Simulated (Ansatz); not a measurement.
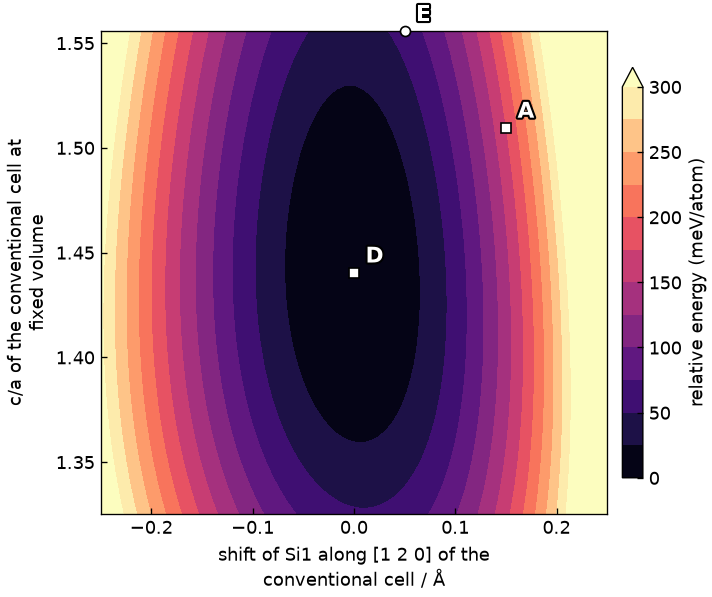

Si2W (P6_222, No. 180; 9 atoms in the cell). 
- The energy is mapped over a free internal coordinate and the cell.
- The first coordinate is: shift of Si1 along [1 2 0] of the conventional cell, Cartesian (0 1 0), its symmetry partners moved as symmetry demands (measured in the relaxed cell); the second: c/a of the conventional cell at fixed volume.
- Nothing is relaxed (all other coordinates fixed).
- Grid: 11 × 11 points.
- Points are written as (first, second).
- All energies are given in meV/atom relative to the lowest grid point.
- The band gap closes in part of the range.
- These are results of DFT PBE, scalar-relativistic, plane waves, PAW (Ansatz), not measurements. Settings: cutoff 420 eV, k-mesh 9×9×6 in the order of the run's cell vectors, gaussian smearing 0.03 eV, no spin polarisation.

Drawn: filled contours, one colour for all values above the top of the scale, lettered points. Between grid points the surface is interpolated.

> What kind of point is each of A, D: minimum, saddle, maximum or slope?

A: on a slope; D: minimum. (In these two coordinates alone; a stationary point may lie a little off the grid point.)

> Rank the lettered points by energy, lowest first.

D (0 meV/atom), E (60 meV/atom), A (174 meV/atom).

PAW datasets: the set soft_1.
